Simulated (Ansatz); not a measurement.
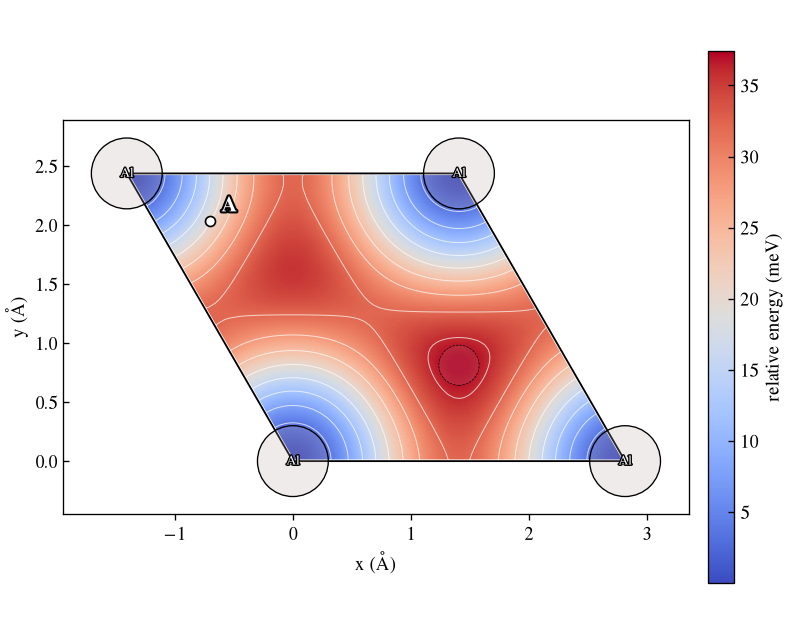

H on an Al(001) slab cut from the P6_3/mmc phase, its upper half relaxed before the scan (36 atoms of substrate and one adsorbate in a 2 × 2 cell). H is moved over the surface cell at a fixed height above a rigid substrate; the origin of the map has the adsorbate above Al33; the height is held at 3.40 Å. Places are given modulo a cell vector. The map is drawn in real space over the plane of the surface. The scan uses a 6 × 6 grid; 10 points were computed and 26 follow by symmetry. Places are given in fractions of the 1 × 1 surface cell. Energies: meV, counted from the lowest grid point. The runs have no spin polarisation, so an open-shell adsorbate far from the surface lies too high. At a fixed height the lowest place need not be the adsorption site. Computed with DFT PBE+D3(BJ), scalar-relativistic, plane waves, PAW in Ansatz 0.2.0. Settings: cutoff 420 eV, k-mesh 6×6×1, gaussian smearing 0.1 eV, no spin polarisation.

In the figure: a smooth colour map with a few white contour lines, labelled circles for the atoms of the top layer and small ones for the second layer, the outline of one cell of the plane, the point A. Between grid points the surface is interpolated.

**Is A at rest? If not, where is it pushed?**

A, at (1/6, 5/6) of the cell vectors, is not a stationary point. The computed force is 0.035 eV/Å in the plane, pointing up and left in the picture (components −0.031 and 0.018 eV/Å).

PAW datasets: the set soft_1.
